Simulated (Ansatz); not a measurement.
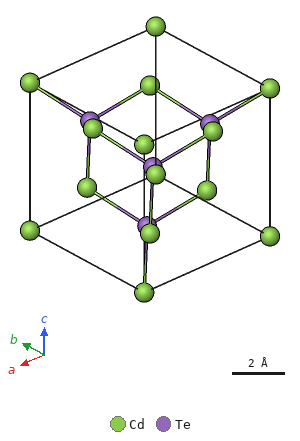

Lattice vibrations of a crystal of CdTe, at the zone centre of a doubled cell. The picture is a ball-and-stick view of the conventional cell (2 times the calculation's cell), seen from a free direction. Lengths and directions refer to the drawn axes.

The calculation used DFT r2SCAN, scalar-relativistic, plane waves, PAW (Ansatz 0.2.0).

Input
```yaml
crystal:
  lattice:
    - [0.0, -3.2778966132, -3.2778966132]
    - [0.0, 3.2778966132, -3.2778966132]
    - [6.5557932264, 0.0, 0.0]
  atoms:
    - { symbol: Cd, position: [0.5, 0.5, 0.5] }
    - { symbol: Cd, position: [0.0, 0.0, 0.0] }
    - { symbol: Te, position: [0.0, 0.5, 0.25] }
    - { symbol: Te, position: [0.5, 0.0, 0.75] }
basis:
  ecutwfc: 500
kpoints:
  mp_grid: { grid: [6, 6, 4] }
hamiltonian:
  xc: r2scan
scf:
  occupations: { method: gaussian, width: 0.05 }
output:
  eigenvalues: true
phonons:
  method: fd
  supercell: [1, 1, 1]
  amplitude: 0.02
  eigenvectors: true
  dielectric: false
```

Launched with:
```bash
ansatz run input.yaml --threads 2 --pin off --max-ram 5120MiB --backend cpu --events-out ev --progress --plain --runs-dir out
```

Frequencies are those without the non-analytic (LO–TO) term.

> Which modes does it have, at what frequencies, and is it stable there?

The calculation's cell holds 4 atoms, so there are 9 modes besides the translations, in 5 levels. No level is unstable.

```json
{"level": "1", "degeneracy": "2", "frequency (cm⁻¹)": "35", "origin": "zone boundary"}
{"level": "2", "degeneracy": "1", "frequency (cm⁻¹)": "127", "origin": "zone boundary"}
{"level": "3", "degeneracy": "1", "frequency (cm⁻¹)": "127", "origin": "zone boundary"}
{"level": "4", "degeneracy": "3", "frequency (cm⁻¹)": "136", "origin": "zone centre"}
{"level": "5", "degeneracy": "2", "frequency (cm⁻¹)": "143", "origin": "zone boundary"}
```

The modes drawn as arrows (one member of each degenerate set):

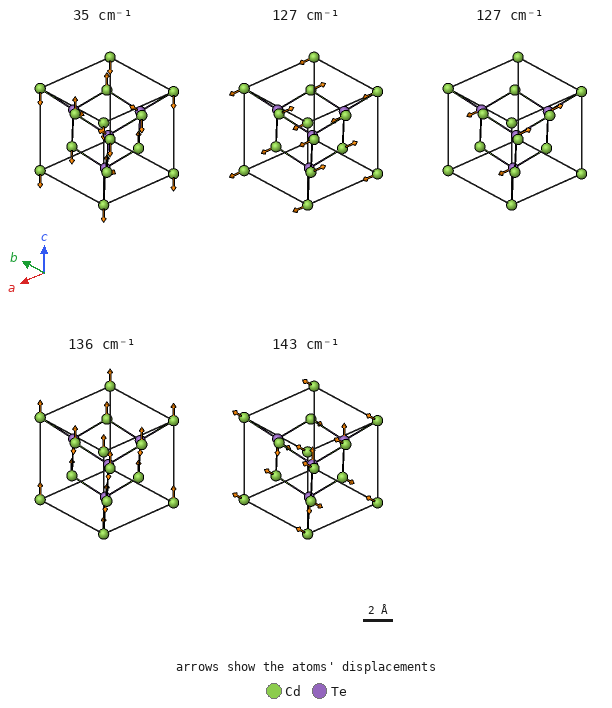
